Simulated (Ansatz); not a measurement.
```yaml
crystal:
  lattice:
    - [2.46900, 0.00000, 0.00000]
    - [0.00000, 8.05741, 0.00000]
    - [0.00000, 0.00000, 2.50807]
  atoms:
    - { symbol: Cu, position: [0.00000, 0.13387, 0.75000] }
    - { symbol: Cu, position: [0.50000, 0.63387, 0.75000] }
    - { symbol: Cu, position: [0.00000, 0.86613, 0.25000] }
    - { symbol: Cu, position: [0.50000, 0.36613, 0.25000] }
```

Space group Cmcm; a structure from a database of computed crystals, not necessarily the ambient phase; computed pressure about −7 GPa in this cell.

Computed with Kohn-Sham DFT of a periodic cell, PBEsol, JTH PAW (Ansatz 0.2.0).

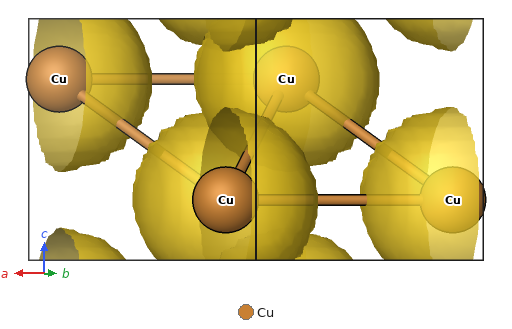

Cu. Isosurface of the valence electron density at 0.5 e/Å³ (yellow), seen along [110]. Sticks mark near contacts.

The density is the valence pseudo-density of a PAW calculation; it isn't the true density close to the nuclei.

Question: Which contacts does the surface bridge?

Answer: At this value the density breaks into separate islands; it holds about 90 % of the electrons treated as valence (semicore included). It bridges none of the near contacts. It is pinched off along the sampled Cu–Cu (2.47 Å) and Cu–Cu (2.57 Å) contacts. On the grid the lowest density along these lines, outside the cores, is 0.3 e/Å³ (Cu–Cu, 2.47 Å) and 0.26 e/Å³ (Cu–Cu, 2.57 Å).

Question: Does the calculation give a band gap?

Answer: It is metallic or semimetallic at this level of theory: no gap opens.
